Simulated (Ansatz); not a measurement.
# C9H: geometry relaxation (part 3 of 3)

Continued. System: C9H (slab, 10 atoms in the cell). Method: DFT PBE+D3(BJ), scalar-relativistic, plane waves, PAW, no spin polarisation (Ansatz 0.2.0); cutoff 420 eV, 12×12×1 k-mesh, Gaussian smearing of 0.1 eV. The structure derives from an entry of the Crystallography Open Database. The input holds or restrains some coordinates. Forces given for the steps count only the free coordinates. It belongs to a series of runs on one base structure; here: CH put at a hollow C-C site.

Geometry of the input (Å; fractional positions):
```
2.4650  0.0000  0.0000
-1.2325  2.1347  0.0000
0.0000  0.0000  30.2077
C  0.0000  0.0000  0.2814
C  0.6667  0.3333  0.2814
C  0.0000  0.0000  0.3929
C  0.3333  0.6667  0.3929
C  0.0000  0.0000  0.5045
C  0.6667  0.3333  0.5045
C  0.0000  0.0000  0.6160
C  0.3333  0.6667  0.6160
C  0.6667  0.3333  0.6339
H  0.6667  0.3333  0.6703
```

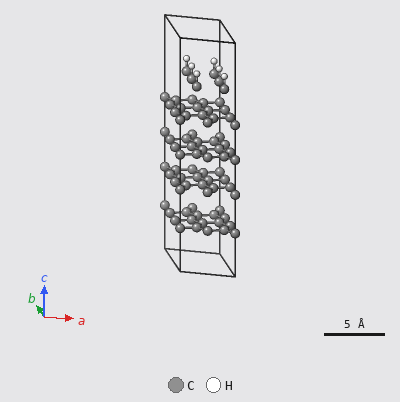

**Figure 1.** The geometry at step 11 of the log (ball-and-stick view of the 2 × 3 repeat of the cell, with the vacuum cut short, seen slightly off an axis).

Trajectory as extended XYZ, continued:
```
10
Lattice="2.4650 0.0000 0.0000 -1.2325 2.1347 0.0000 0.0000 0.0000 30.2077" Properties=species:S:1:pos:R:3:forces:R:3 step=3 energy=-2264.69578
C     0.0000    0.0000    8.5000    0.0000   0.0000   0.0121
C     1.2325    0.7116    8.5000    0.0000   0.0000  -0.0119
C     0.0000    0.0000   11.8692    0.0000   0.0000   0.0078
C     0.0000    1.4232   11.8692    0.0000   0.0000   0.0262
C     0.0000    0.0000   15.3692    0.0000   0.0000  -0.1689
C     1.2325    0.7116   15.3711    0.0000   0.0000  -0.1438
C     0.0000    0.0000   18.3104    0.0000   0.0000  -2.7704
C     0.0000    1.4232   18.3065    0.0000   0.0000  -2.9495
C     1.2325    0.7116   19.2969    0.0000   0.0000   5.0312
H     1.2325    0.7116   20.3682    0.0000   0.0000   0.9679
10
Lattice="2.4650 0.0000 0.0000 -1.2325 2.1347 0.0000 0.0000 0.0000 30.2077" Properties=species:S:1:pos:R:3:forces:R:3 step=4 energy=-2266.40142
C     0.0000    0.0000    8.5000    0.0000   0.0000   0.0124
C     1.2325    0.7116    8.5000    0.0000   0.0000  -0.0113
C     0.0000    0.0000   11.8692    0.0000   0.0000  -0.0061
C     0.0000    1.4232   11.8692    0.0000   0.0000   0.0212
C     0.0000    0.0000   15.2774    0.0000   0.0000  -0.0685
C     1.2325    0.7116   15.2803    0.0000   0.0000  -0.1692
C     0.0000    0.0000   18.2062    0.0000   0.0000  -2.0075
C     0.0000    1.4232   18.1994    0.0000   0.0000  -2.1443
C     1.2325    0.7116   19.4771    0.0000   0.0000   3.3640
H     1.2325    0.7116   20.5623    0.0000   0.0000   1.0094
10
Lattice="2.4650 0.0000 0.0000 -1.2325 2.1347 0.0000 0.0000 0.0000 30.2077" Properties=species:S:1:pos:R:3:forces:R:3 step=5 energy=-2268.08047
C     0.0000    0.0000    8.5000    0.0000   0.0000   0.0122
C     1.2325    0.7116    8.5000    0.0000   0.0000  -0.0120
C     0.0000    0.0000   11.8692    0.0000   0.0000  -0.0019
C     0.0000    1.4232   11.8692    0.0000   0.0000   0.0116
C     0.0000    0.0000   15.2715    0.0000   0.0000  -0.2681
C     1.2325    0.7116   15.2645    0.0000   0.0000  -0.2602
C     0.0000    0.0000   18.0358    0.0000   0.0000  -2.4702
C     0.0000    1.4232   18.0229    0.0000   0.0000  -2.3294
C     1.2325    0.7116   19.6718    0.0000   0.0000   2.6932
H     1.2325    0.7116   20.7356    0.0000   0.0000   2.6247
10
Lattice="2.4650 0.0000 0.0000 -1.2325 2.1347 0.0000 0.0000 0.0000 30.2077" Properties=species:S:1:pos:R:3:forces:R:3 step=6 energy=-2269.74777
C     0.0000    0.0000    8.5000    0.0000   0.0000   0.0113
C     1.2325    0.7116    8.5000    0.0000   0.0000  -0.0128
C     0.0000    0.0000   11.8692    0.0000   0.0000  -0.0032
C     0.0000    1.4232   11.8692    0.0000   0.0000   0.0047
C     0.0000    0.0000   15.2490    0.0000   0.0000  -0.4834
C     1.2325    0.7116   15.2424    0.0000   0.0000  -0.6565
C     0.0000    0.0000   17.8596    0.0000   0.0000  -1.4062
C     0.0000    1.4232   17.8501    0.0000   0.0000  -1.0153
C     1.2325    0.7116   19.8652    0.0000   0.0000   1.7356
H     1.2325    0.7116   20.9350    0.0000   0.0000   1.8251
10
Lattice="2.4650 0.0000 0.0000 -1.2325 2.1347 0.0000 0.0000 0.0000 30.2077" Properties=species:S:1:pos:R:3:forces:R:3 step=7 energy=-2270.50472
C     0.0000    0.0000    8.5000    0.0000   0.0000   0.0126
C     1.2325    0.7116    8.5000    0.0000   0.0000  -0.0123
C     0.0000    0.0000   11.8692    0.0000   0.0000  -0.0241
C     0.0000    1.4232   11.8692    0.0000   0.0000  -0.0191
C     0.0000    0.0000   15.1456    0.0000   0.0000  -0.4843
C     1.2325    0.7116   15.1375    0.0000   0.0000  -0.5858
C     0.0000    0.0000   17.7655    0.0000   0.0000  -0.4388
C     0.0000    1.4232   17.7614    0.0000   0.0000  -0.1476
C     1.2325    0.7116   20.0587    0.0000   0.0000   0.1835
H     1.2325    0.7116   21.1333    0.0000   0.0000   1.5153
10
Lattice="2.4650 0.0000 0.0000 -1.2325 2.1347 0.0000 0.0000 0.0000 30.2077" Properties=species:S:1:pos:R:3:forces:R:3 step=8 energy=-2270.88173
C     0.0000    0.0000    8.5000    0.0000   0.0000   0.0105
C     1.2325    0.7116    8.5000    0.0000   0.0000  -0.0112
C     0.0000    0.0000   11.8692    0.0000   0.0000  -0.0645
C     0.0000    1.4232   11.8692    0.0000   0.0000  -0.0845
C     0.0000    0.0000   14.9786    0.0000   0.0000  -0.3044
C     1.2325    0.7116   14.9682    0.0000   0.0000  -0.1666
C     0.0000    0.0000   17.7542    0.0000   0.0000  -0.1381
C     0.0000    1.4232   17.7563    0.0000   0.0000  -0.1157
C     1.2325    0.7116   20.2472    0.0000   0.0000  -0.3644
H     1.2325    0.7116   21.3289    0.0000   0.0000   1.2437
10
Lattice="2.4650 0.0000 0.0000 -1.2325 2.1347 0.0000 0.0000 0.0000 30.2077" Properties=species:S:1:pos:R:3:forces:R:3 step=9 energy=-2271.04596
C     0.0000    0.0000    8.5000    0.0000   0.0000   0.0068
C     1.2325    0.7116    8.5000    0.0000   0.0000  -0.0108
C     0.0000    0.0000   11.8692    0.0000   0.0000  -0.1113
C     0.0000    1.4232   11.8692    0.0000   0.0000  -0.1642
C     0.0000    0.0000   14.8541    0.0000   0.0000  -0.0731
C     1.2325    0.7116   14.8497    0.0000   0.0000  -0.0231
C     0.0000    0.0000   17.7620    0.0000   0.0000  -0.0049
C     0.0000    1.4232   17.7650    0.0000   0.0000  -0.0663
C     1.2325    0.7116   20.4290    0.0000   0.0000  -0.3571
H     1.2325    0.7116   21.5238    0.0000   0.0000   0.8063
10
Lattice="2.4650 0.0000 0.0000 -1.2325 2.1347 0.0000 0.0000 0.0000 30.2077" Properties=species:S:1:pos:R:3:forces:R:3 step=10 energy=-2271.11565
C     0.0000    0.0000    8.5000    0.0000   0.0000   0.0062
C     1.2325    0.7116    8.5000    0.0000   0.0000  -0.0112
C     0.0000    0.0000   11.8692    0.0000   0.0000  -0.0884
C     0.0000    1.4232   11.8692    0.0000   0.0000  -0.1339
C     0.0000    0.0000   14.8962    0.0000   0.0000  -0.0371
C     1.2325    0.7116   14.8935    0.0000   0.0000  -0.0199
C     0.0000    0.0000   17.8709    0.0000   0.0000   0.0133
C     0.0000    1.4232   17.8732    0.0000   0.0000  -0.0400
C     1.2325    0.7116   20.6196    0.0000   0.0000  -0.2038
H     1.2325    0.7116   21.7238    0.0000   0.0000   0.5155
10
Lattice="2.4650 0.0000 0.0000 -1.2325 2.1347 0.0000 0.0000 0.0000 30.2077" Properties=species:S:1:pos:R:3:forces:R:3 step=11 energy=-2271.16354
C     0.0000    0.0000    8.5000    0.0000   0.0000   0.0068
C     1.2325    0.7116    8.5000    0.0000   0.0000  -0.0104
C     0.0000    0.0000   11.8692    0.0000   0.0000  -0.0796
C     0.0000    1.4232   11.8692    0.0000   0.0000  -0.1226
C     0.0000    0.0000   14.9169    0.0000   0.0000   0.0127
C     1.2325    0.7116   14.9163    0.0000   0.0000  -0.0155
C     0.0000    0.0000   17.9577    0.0000   0.0000   0.0287
C     0.0000    1.4232   17.9593    0.0000   0.0000  -0.0112
C     1.2325    0.7116   20.8015    0.0000   0.0000  -0.0243
H     1.2325    0.7116   21.9159    0.0000   0.0000   0.2148
10
Lattice="2.4650 0.0000 0.0000 -1.2325 2.1347 0.0000 0.0000 0.0000 30.2077" Properties=species:S:1:pos:R:3:forces:R:3 step=12 energy=-2271.19442
C     0.0000    0.0000    8.5000    0.0000   0.0000   0.0063
C     1.2325    0.7116    8.5000    0.0000   0.0000  -0.0112
C     0.0000    0.0000   11.8692    0.0000   0.0000  -0.0614
C     0.0000    1.4232   11.8692    0.0000   0.0000  -0.0983
C     0.0000    0.0000   14.9546    0.0000   0.0000   0.0318
C     1.2325    0.7116   14.9552    0.0000   0.0000  -0.0226
C     0.0000    0.0000   18.0529    0.0000   0.0000   0.0305
C     0.0000    1.4232   18.0535    0.0000   0.0000   0.0163
C     1.2325    0.7116   20.9830    0.0000   0.0000   0.1346
H     1.2325    0.7116   22.1061    0.0000   0.0000  -0.0259
10
Lattice="2.4650 0.0000 0.0000 -1.2325 2.1347 0.0000 0.0000 0.0000 30.2077" Properties=species:S:1:pos:R:3:forces:R:3 step=13 energy=-2271.21602
C     0.0000    0.0000    8.5000    0.0000   0.0000   0.0067
C     1.2325    0.7116    8.5000    0.0000   0.0000  -0.0113
C     0.0000    0.0000   11.8692    0.0000   0.0000  -0.0435
C     0.0000    1.4232   11.8692    0.0000   0.0000  -0.0713
C     0.0000    0.0000   15.0085    0.0000   0.0000   0.0272
C     1.2325    0.7116   15.0086    0.0000   0.0000  -0.0024
C     0.0000    0.0000   18.1855    0.0000   0.0000   0.0094
C     0.0000    1.4232   18.1854    0.0000   0.0000   0.0152
C     1.2325    0.7116   21.1694    0.0000   0.0000   0.2345
H     1.2325    0.7116   22.2977    0.0000   0.0000  -0.1646
10
Lattice="2.4650 0.0000 0.0000 -1.2325 2.1347 0.0000 0.0000 0.0000 30.2077" Properties=species:S:1:pos:R:3:forces:R:3 step=14 energy=-2271.22911
C     0.0000    0.0000    8.5000    0.0000   0.0000   0.0071
C     1.2325    0.7116    8.5000    0.0000   0.0000  -0.0115
C     0.0000    0.0000   11.8692    0.0000   0.0000  -0.0286
C     0.0000    1.4232   11.8692    0.0000   0.0000  -0.0484
C     0.0000    0.0000   15.0628    0.0000   0.0000  -0.0001
C     1.2325    0.7116   15.0618    0.0000   0.0000   0.0103
C     0.0000    0.0000   18.2772    0.0000   0.0000   0.0434
C     0.0000    1.4232   18.2781    0.0000   0.0000   0.0148
C     1.2325    0.7116   21.3642    0.0000   0.0000  -0.0003
H     1.2325    0.7116   22.4862    0.0000   0.0000   0.0136
10
Lattice="2.4650 0.0000 0.0000 -1.2325 2.1347 0.0000 0.0000 0.0000 30.2077" Properties=species:S:1:pos:R:3:forces:R:3 step=15 energy=-2271.23339
C     0.0000    0.0000    8.5000    0.0000   0.0000   0.0076
C     1.2325    0.7116    8.5000    0.0000   0.0000  -0.0115
C     0.0000    0.0000   11.8692    0.0000   0.0000  -0.0181
C     0.0000    1.4232   11.8692    0.0000   0.0000  -0.0309
C     0.0000    0.0000   15.1134    0.0000   0.0000   0.0259
C     1.2325    0.7116   15.1132    0.0000   0.0000   0.0233
C     0.0000    0.0000   18.4722    0.0000   0.0000  -0.0330
C     0.0000    1.4232   18.4722    0.0000   0.0000  -0.0338
C     1.2325    0.7116   21.4573    0.0000   0.0000   0.0779
H     1.2325    0.7116   22.5799    0.0000   0.0000  -0.0075
10
Lattice="2.4650 0.0000 0.0000 -1.2325 2.1347 0.0000 0.0000 0.0000 30.2077" Properties=species:S:1:pos:R:3:forces:R:3 step=16 energy=-2271.23789
C     0.0000    0.0000    8.5000    0.0000   0.0000   0.0093
C     1.2325    0.7116    8.5000    0.0000   0.0000  -0.0121
C     0.0000    0.0000   11.8692    0.0000   0.0000   0.0081
C     0.0000    1.4232   11.8692    0.0000   0.0000   0.0107
C     0.0000    0.0000   15.2935    0.0000   0.0000   0.0053
C     1.2325    0.7116   15.2947    0.0000   0.0000  -0.0596
C     0.0000    0.0000   18.5734    0.0000   0.0000  -0.0118
C     0.0000    1.4232   18.5721    0.0000   0.0000   0.0296
C     1.2325    0.7116   21.6449    0.0000   0.0000   0.1443
H     1.2325    0.7116   22.7719    0.0000   0.0000  -0.1237
10
Lattice="2.4650 0.0000 0.0000 -1.2325 2.1347 0.0000 0.0000 0.0000 30.2077" Properties=species:S:1:pos:R:3:forces:R:3 step=17 energy=-2271.23898
C     0.0000    0.0000    8.5000    0.0000   0.0000   0.0084
C     1.2325    0.7116    8.5000    0.0000   0.0000  -0.0119
C     0.0000    0.0000   11.8692    0.0000   0.0000  -0.0009
C     0.0000    1.4232   11.8692    0.0000   0.0000  -0.0040
C     0.0000    0.0000   15.2116    0.0000   0.0000  -0.0023
C     1.2325    0.7116   15.2106    0.0000   0.0000   0.0239
C     0.0000    0.0000   18.6244    0.0000   0.0000   0.0171
C     0.0000    1.4232   18.6249    0.0000   0.0000  -0.0016
C     1.2325    0.7116   21.8294    0.0000   0.0000  -0.1332
H     1.2325    0.7116   22.9482    0.0000   0.0000   0.1065
10
Lattice="2.4650 0.0000 0.0000 -1.2325 2.1347 0.0000 0.0000 0.0000 30.2077" Properties=species:S:1:pos:R:3:forces:R:3 step=18 energy=-2271.24078
C     0.0000    0.0000    8.5000    0.0000   0.0000   0.0090
C     1.2325    0.7116    8.5000    0.0000   0.0000  -0.0117
C     0.0000    0.0000   11.8692    0.0000   0.0000   0.0024
C     0.0000    1.4232   11.8692    0.0000   0.0000   0.0017
C     0.0000    0.0000   15.2428    0.0000   0.0000  -0.0006
C     1.2325    0.7116   15.2424    0.0000   0.0000   0.0014
C     0.0000    0.0000   18.6195    0.0000   0.0000   0.0029
C     0.0000    1.4232   18.6195    0.0000   0.0000   0.0022
C     1.2325    0.7116   21.7550    0.0000   0.0000  -0.0060
H     1.2325    0.7116   22.8776    0.0000   0.0000  -0.0010
10
Lattice="2.4650 0.0000 0.0000 -1.2325 2.1347 0.0000 0.0000 0.0000 30.2077" Properties=species:S:1:pos:R:3:forces:R:3 step=19 energy=-2271.24079
C     0.0000    0.0000    8.5000    0.0000   0.0000   0.0088
C     1.2325    0.7116    8.5000    0.0000   0.0000  -0.0119
C     0.0000    0.0000   11.8692    0.0000   0.0000   0.0022
C     0.0000    1.4232   11.8692    0.0000   0.0000   0.0015
C     0.0000    0.0000   15.2428    0.0000   0.0000  -0.0008
C     1.2325    0.7116   15.2424    0.0000   0.0000   0.0011
C     0.0000    0.0000   18.6195    0.0000   0.0000   0.0027
C     0.0000    1.4232   18.6195    0.0000   0.0000   0.0020
C     1.2325    0.7116   21.7550    0.0000   0.0000  -0.0052
H     1.2325    0.7116   22.8776    0.0000   0.0000  -0.0005
```

Key numbers:

```tsv
quantity	value
outcome	converged under the restraints of the input
electrons treated	37
free energy	−2271.2408 eV
work function, top face	4.15 eV
work function, bottom face	4.27 eV
Fermi energy	1.243 eV
gap on the k-point mesh	none (metallic)
final volume	158.96 Å³
work function (upper face)	4.15 eV
largest force (length of the vector) at the end, held atoms and coordinates included	0.012 eV/Å
hardware	2 threads of AMD EPYC (Zen 3), 32 GiB of memory available, shared host
wall time	80 s (CPU time 2.6 min)
peak memory	0.49 GiB
```

Remarks:

Notes on the run: the exchange-correlation potential is rough where the density is thin.
